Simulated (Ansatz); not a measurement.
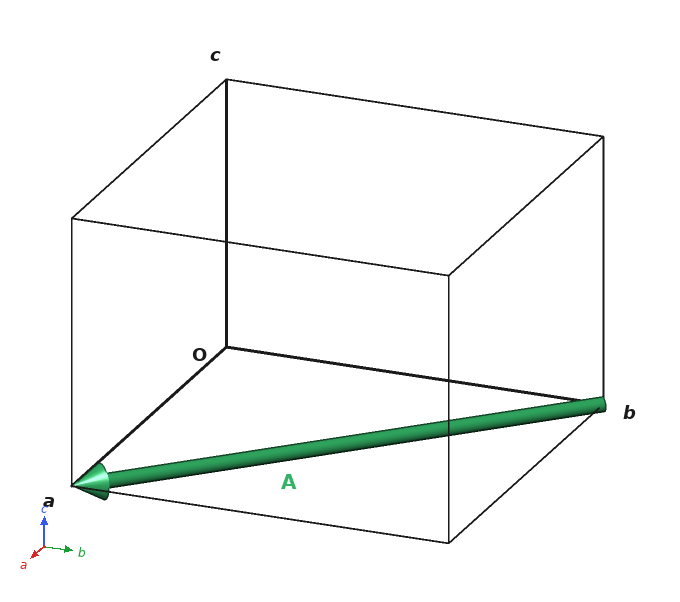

Crystal: KF, coordinates from a relaxation with DFT PBE, scalar-relativistic, plane waves, PAW (Ansatz 0.2.0). The arrow starts at a corner of the unit cell and ends on its surface; where a tip isn't a corner, dashed lines run from it parallel to the axes. All values are computed from the atomic coordinates in the standard setting (tolerance 0.002 Å).

a = 4.608 Å, b = 4.612 Å, c = 3.260 Å, α = 90.00°, β = 90.00°, γ = 90.00°.

**Index the direction.**

Arrow A runs from (0, 1, 0) to (1, 0, 0), so [1 −1 0].

**How long is the vector ua + vb + wc?**

6.520 Å.
